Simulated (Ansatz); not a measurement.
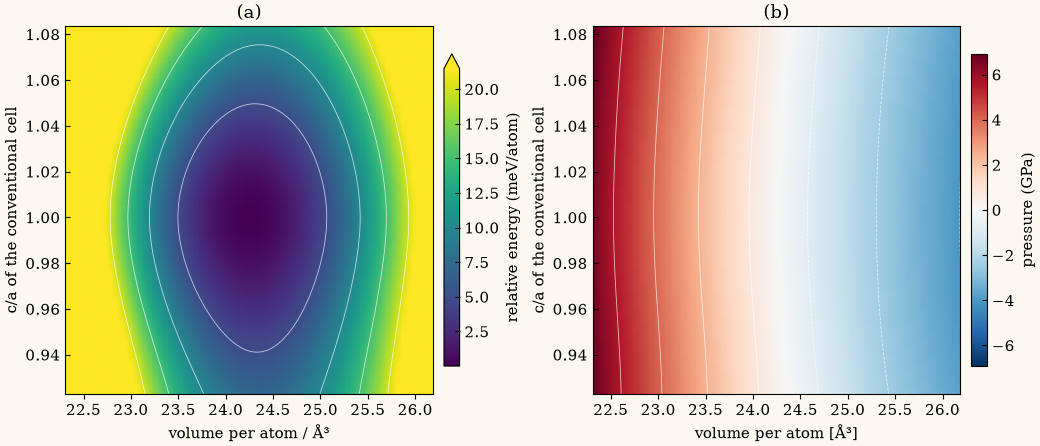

GaSb3 (Fm-3m, No. 225; 4 atoms in the cell). The energy is mapped over volume and the cell's shape. Coordinates scanned: (1) volume per atom; (2) c/a of the conventional cell. Nothing is relaxed (symmetry fixes all fractional coordinates). The scan uses a 7 × 7 grid. Points are written as (first, second). All energies are given in meV/atom relative to the lowest grid point. These are results of Ansatz 0.2.0, DFT PBEsol, scalar-relativistic, plane waves, PAW, not measurements. Settings: cutoff 420 eV, k-mesh 10×10×10, gaussian smearing 0.15 eV, no spin polarisation.

Panel (a) is the energy and panel (b) the computed pressure on the same grid.

In the figure: a smooth colour map with a few white contour lines, one colour for all values above the top of the scale. Between grid points the surface is interpolated.

### How does the pressure vary over the map, and what is it at the lowest grid point?

It runs from −4.0 GPa at (26.19 Å³, 1.000) to 6.9 GPa at (22.31 Å³, 1.083). At the lowest grid point, (24.25 Å³, 1.000), it is 0.0 GPa. The pressure is minus the slope of the energy with volume, so it vanishes at the true minimum, which need not be a grid point.

```tsv
c/a of the conventional cell ↓, volume per atom →	22.31	22.95	23.60	24.25	24.89	25.54	26.19
1.083	6.9	4.4	2.2	0.3	−1.3	−2.6	−3.8
1.055	6.7	4.2	2.0	0.2	−1.4	−2.8	−3.9
1.027	6.6	4.0	1.9	0.1	−1.5	−2.8	−4.0
1.000	6.5	4.0	1.8	0.0	−1.5	−2.9	−4.0
0.974	6.6	4.1	1.9	0.1	−1.5	−2.8	−4.0
0.948	6.7	4.2	2.0	0.2	−1.4	−2.8	−3.9
0.923	6.8	4.3	2.1	0.3	−1.3	−2.6	−3.8
```

PAW datasets: the set soft_1.
